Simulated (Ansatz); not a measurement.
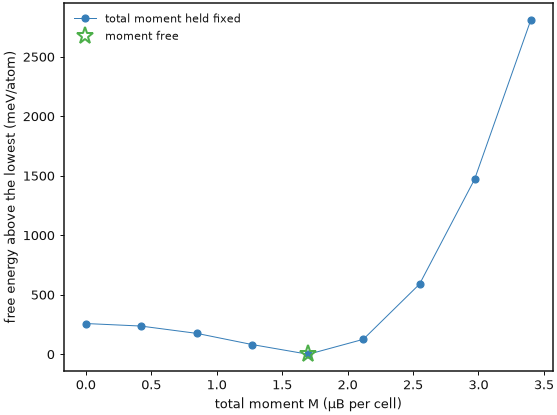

Fixed-spin-moment scan.
- system: Co (Fm-3m, 1 atom in the cell)
- method: Ansatz, DFT, PBE, PAW, plane waves, scalar-relativistic; cutoff 420 eV, 11×11×11 k-mesh, Fermi–Dirac smearing of 0.1 eV, collinear spins

**What does the curve say about the magnetic state?**

Among the held moments the energy is lowest at M = 1.7 μB. The best free run ends at M = 1.7 μB, at or below every held value. Antiparallel orders weren't tried, and these are the states found from these starts; lower ones may exist.

**How far does the point at M = 0 lie above the minimum?**

About 260 meV/atom. That run is non-magnetic, so this is the energy of forming the moments.
